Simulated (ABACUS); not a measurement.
**Run report: MgO, single-point calculation at one volume of an equation of state (part 1 of 2)**

MgO (2 atoms in the cell), computed with Kohn-Sham DFT of a periodic cell, PBEsol, PseudoDojo NC SR 0.4.1 PBEsol standard, no spin polarisation (ABACUS 3.10.1).

The structure derives from a Materials Project entry. It belongs to a series of runs on one base structure; here: volume scaled by 1.04.

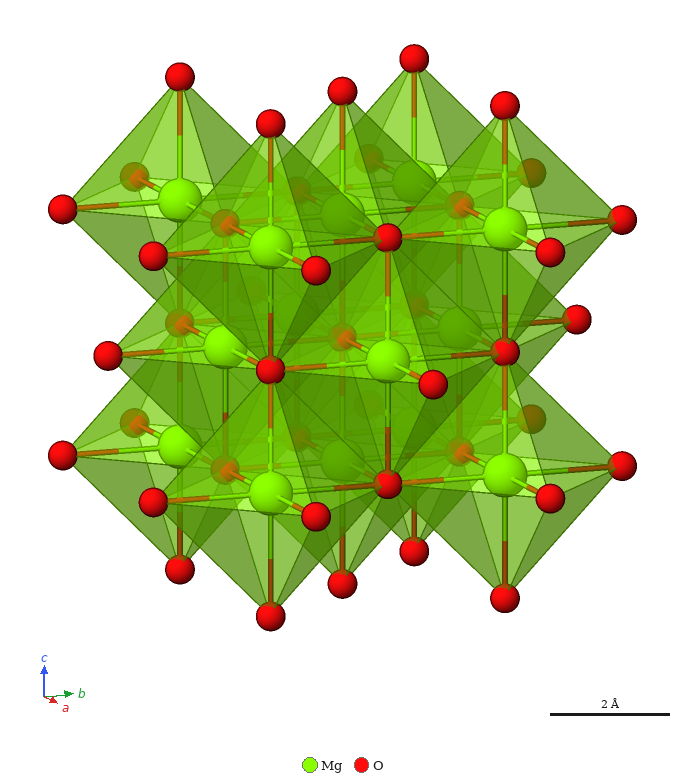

Fig. 1: The input geometry (polyhedral view of the cell 4 times as large as that of the calculation, set on its symmetry axes, seen slightly off an axis; polyhedra are completed across the faces of the cell). An atom can appear more than once, as a periodic image.

**The input**
```
INPUT_PARAMETERS
suffix              MgO
calculation         scf
basis_type          pw
pseudo_dir          ./
symmetry            1
dft_functional      pbesol
ecutwfc             84
pseudo_rcut         7
nspin               1
nbands              12
ks_solver           dav
smearing_method     fd
smearing_sigma      0.00367493
scf_thr             1e-08
scf_nmax            100
mixing_type         broyden
mixing_beta         0.7
cal_force           1
cal_stress          1
kpar                4
```

**File STRU**
```
ATOMIC_SPECIES
Mg 24.3050 Mg.upf
O 15.9990 O.upf

LATTICE_CONSTANT
1.8897261246

LATTICE_VECTORS
0.0000000000 2.1245966808 2.1245966808
2.1245966808 0.0000000000 2.1245966808
2.1245966808 2.1245966808 0.0000000000

ATOMIC_POSITIONS
Direct

Mg
0.0
1
0.0000000000 0.0000000000 0.0000000000 1 1 1

O
0.0
1
0.5000000000 0.5000000000 0.5000000000 1 1 1
```

**File KPT**
```
K_POINTS
0
Gamma
11 11 11 0 0 0
```

Launch command:
```bash
OMP_NUM_THREADS=1 mpirun -np 4 abacus > log
```

**Output**
```
ABACUS v3.10.1

               Atomic-orbital Based Ab-initio Computation at UStc

 ------------------------------------------------------------------------------------

 READING GENERAL INFORMATION
                           global_out_dir = OUT.MgO/
                           global_in_card = INPUT
                               pseudo_dir = ./
                              orbital_dir =
                                    DSIZE = 4
                                    GSIZE = 1

 READING UNITCELL INFORMATION
                                    ntype = 2
                  lattice constant (Bohr) = 1.88973
              lattice constant (Angstrom) = 1

 READING ATOM TYPE 1
                               atom label = Mg
                      L=0, number of zeta = 1
                      L=1, number of zeta = 1
                      L=2, number of zeta = 1
             number of atom for this type = 1

 READING ATOM TYPE 2
                               atom label = O
                      L=0, number of zeta = 1
                      L=1, number of zeta = 1
                      L=2, number of zeta = 1
             number of atom for this type = 1

                        TOTAL ATOM NUMBER = 2
DIRECT COORDINATES
    atom                   x                   y                   z     mag                  vx                  vy                  vz
taud_Mg1            0.0000000000        0.0000000000        0.0000000000  0.0000        0.0000000000        0.0000000000        0.0000000000
taud_O1            0.5000000000        0.5000000000        0.5000000000  0.0000        0.0000000000        0.0000000000        0.0000000000

                          Volume (Bohr^3) = 129.436
                             Volume (A^3) = 19.1805

 Lattice vectors: (Cartesian coordinate: in unit of a_0)
                   +0             +2.1246             +2.1246
              +2.1246                  +0             +2.1246
              +2.1246             +2.1246                  +0
 Reciprocal vectors: (Cartesian coordinate: in unit of 2 pi/a_0)
            -0.235339           +0.235339           +0.235339
            +0.235339           -0.235339           +0.235339
            +0.235339           +0.235339           -0.235339
 The esolver type has been set to : ksdft_pw

                PAO radial cut off (Bohr) = 7

 Read in pseudopotential file is Mg.upf
                     pseudopotential type = NC
          exchange-correlation functional = PBESOL
                 nonlocal core correction = 0
                        valence electrons = 10
                                     lmax = 1
                           number of zeta = 3
                     number of projectors = 4
                           L of projector = 0
                           L of projector = 0
                           L of projector = 1
                           L of projector = 1
                PAO radial cut off (Bohr) = 7

 Read in pseudopotential file is O.upf
                     pseudopotential type = NC
          exchange-correlation functional = PBESOL
                 nonlocal core correction = 1
                        valence electrons = 6
                                     lmax = 2
                           number of zeta = 2
                     number of projectors = 5
                           L of projector = 0
                           L of projector = 0
                           L of projector = 1
                           L of projector = 1
                           L of projector = 2
     initial pseudo atomic orbital number = 9

 SETUP THE ELECTRONS NUMBER
            electron number of element Mg = 10
      total electron number of element Mg = 10
             electron number of element O = 6
       total electron number of element O = 6
            AUTOSET number of electrons:  = 16
                           occupied bands = 8
                                   NBANDS = 12
                                   NLOCAL = 18

%%%%%%%%%%%%%%%%%%%%%%%%%%%%%%%%%%%%%%%%%%%%%%%%%%%%%%%%%%%%%%%%%%%%%%%%%%%%%%%%%%%%%%%%%%%%%%%%%%%%%%%%%%
 Warning: the number of valence electrons in pseudopotential > 2 for Mg: [Ne] 3s2
 Pseudopotentials with additional electrons can yield (more) accurate outcomes, but may be less efficient.
 If you're confident that your chosen pseudopotential is appropriate, you can safely ignore this warning.
%%%%%%%%%%%%%%%%%%%%%%%%%%%%%%%%%%%%%%%%%%%%%%%%%%%%%%%%%%%%%%%%%%%%%%%%%%%%%%%%%%%%%%%%%%%%%%%%%%%%%%%%%%

 SETUP THE PLANE WAVE BASIS
 energy cutoff for charge/potential (unit:Ry) = 336
            fft grid for charge/potential = [ 36, 36, 36 ]
                        fft grid division = [ 1, 1, 1 ]
        big fft grid for charge/potential = [ 36, 36, 36 ]
                                     nbxx = 46656
                                     nrxx = 46656

 SETUP PLANE WAVES FOR CHARGE/POTENTIAL
                    number of plane waves = 13539
                         number of sticks = 745

 PARALLEL PW FOR CHARGE/POTENTIAL
     PROC   COLUMNS(POT)             PW
        1            745          13539
 --------------- sum -------------------
        1            745          13539
                            number of |g| = 185
                                  max |g| = 30.3506
                                  min |g| = 0

----------- Double Check Mixing Parameters Begin ------------
mixing_type: broyden
mixing_beta: 0.7
mixing_gg0: 1
mixing_gg0_min: 0.1
mixing_ndim: 8
----------- Double Check Mixing Parameters End ------------

 LATTICE VECTORS: (CARTESIAN COORDINATE: IN UNIT OF A0)
                   +0             +2.1246             +2.1246
              +2.1246                  +0             +2.1246
              +2.1246             +2.1246                  +0
                       right hand lattice = 1
                                   NORM_A = 3.00463
                                   NORM_B = 3.00463
                                   NORM_C = 3.00463
                           ALPHA (DEGREE) = 60
                           BETA  (DEGREE) = 60
                           GAMMA (DEGREE) = 60

 The lattice vectors have been changed (STRU_SIMPLE.cif)

(for optimal symmetric configuration:)
                             BRAVAIS TYPE = 3
                     BRAVAIS LATTICE NAME = 03. Cubic F (face-centered)
                                    ibrav = 3
                                    IBRAV = 3
                                  BRAVAIS = FACE CENTERED CUBIC
                       LATTICE CONSTANT A = 4.24919
Original cell was already a primitive cell.
                        ROTATION MATRICES = 48
              PURE POINT GROUP OPERATIONS = 48
                   SPACE GROUP OPERATIONS = 48
                              POINT GROUP = O_h
               POINT GROUP IN SPACE GROUP = O_h

 SETUP K-POINTS
                                    nspin = 1
                   Input type of k points = Monkhorst-Pack(Gamma)
                                   nkstot = 1331
                       right hand lattice = 1
(for reciprocal lattice: )
                             BRAVAIS TYPE = 2
                     BRAVAIS LATTICE NAME = 02. Cubic I (body-centered)
                                    ibrav = 2
                       right hand lattice = 1
(for k-lattice: )
                             BRAVAIS TYPE = 2
                     BRAVAIS LATTICE NAME = 02. Cubic I (body-centered)
                                    ibrav = 2
                       right hand lattice = 1
                        ROTATION MATRICES = 48
                               nkstot_ibz = 56
K-POINTS REDUCTION ACCORDING TO SYMMETRY
     IBZ    DIRECT_X    DIRECT_Y    DIRECT_Z  WEIGHT  ibz2bz
       1  0.00000000  0.00000000  0.00000000  0.0008       0
       2  0.09090909  0.09090909  0.09090909  0.0060       1
       3  0.18181818  0.18181818  0.18181818  0.0060       2
       4  0.27272727  0.27272727  0.27272727  0.0060       3
       5  0.36363636  0.36363636  0.36363636  0.0060       4
       6  0.45454545  0.45454545  0.45454545  0.0060       5
       7  0.09090909  0.09090909  0.00000000  0.0045      12
       8  0.18181818  0.18181818  0.09090909  0.0180      13
       9  0.27272727  0.27272727  0.18181818  0.0180      14
      10  0.36363636  0.36363636  0.27272727  0.0180      15
      11  0.45454545  0.45454545  0.36363636  0.0180      16
      12 -0.45454545  0.45454545  0.45454545  0.0180      17
      13  0.45454545  0.36363636  0.36363636  0.0180      18
      14  0.36363636  0.27272727  0.27272727  0.0180      19
      15  0.27272727  0.18181818  0.18181818  0.0180      20
      16  0.18181818  0.09090909  0.09090909  0.0090      21
      17  0.18181818  0.18181818  0.00000000  0.0045      24
      18  0.27272727  0.27272727  0.09090909  0.0180      25
      19  0.36363636  0.36363636  0.18181818  0.0180      26
      20  0.45454545  0.45454545  0.27272727  0.0180      27
      21 -0.36363636  0.45454545  0.45454545  0.0180      28
      22 -0.45454545  0.36363636  0.36363636  0.0180      29
      23  0.45454545  0.27272727  0.27272727  0.0180      30
      24  0.36363636  0.18181818  0.18181818  0.0090      31
      25  0.27272727  0.27272727  0.00000000  0.0045      36
      26  0.36363636  0.36363636  0.09090909  0.0180      37
      27  0.45454545  0.45454545  0.18181818  0.0180      38
      28 -0.27272727  0.45454545  0.45454545  0.0180      39
      29 -0.36363636  0.36363636  0.36363636  0.0180      40
      30 -0.45454545  0.27272727  0.27272727  0.0090      41
[... 26 further k points ...]

                               nkstot now = 56
[... K-POINTS DIRECT COORDINATES: 56 rows ...]

           k-point number in this process = 14
       minimum distributed K point number = 14
[... stars of the k points ...]

[... K-POINTS CARTESIAN COORDINATES: 14 rows ...]

[... K-POINTS DIRECT COORDINATES: 14 rows ...]

 SETUP PLANE WAVES FOR WAVE FUNCTIONS
     energy cutoff for wavefunc (unit:Ry) = 84
              fft grid for wave functions = [ 36, 36, 36 ]
                    number of plane waves = 2421
                         number of sticks = 241

 PARALLEL PW FOR WAVE FUNCTIONS
     PROC   COLUMNS(POT)             PW
        1            241           2421
 --------------- sum -------------------
        1            241           2421

 SETUP NONLOCAL PSEUDOPOTENTIALS IN PLANE WAVE BASIS
 Mg non-local projectors:
 projector 1 L=0
 projector 2 L=0
 projector 3 L=1
 projector 4 L=1
 O non-local projectors:
 projector 1 L=0
 projector 2 L=0
 projector 3 L=1
 projector 4 L=1
 projector 5 L=2
      TOTAL NUMBER OF NONLOCAL PROJECTORS = 21

 Init Non-Local PseudoPotential table :
 Init Non-Local-Pseudopotential done.

                                     npwx = 1699

 Make real space PAO into reciprocal space.
       max mesh points in Pseudopotential = 701
     dq(describe PAO in reciprocal space) = 0.01
                                    max q = 1104

 number of pseudo atomic orbitals for Mg is 3
WARNING: norm of atomic wavefunction # 3 of atomic type Mg is 0.994389, renormalized

 number of pseudo atomic orbitals for O is 2
WARNING: norm of atomic wavefunction # 2 of atomic type O is 0.999978, renormalized

 -------------------------------------------
 SELF-CONSISTENT
 -------------------------------------------
                                 init_chg = atomic
```
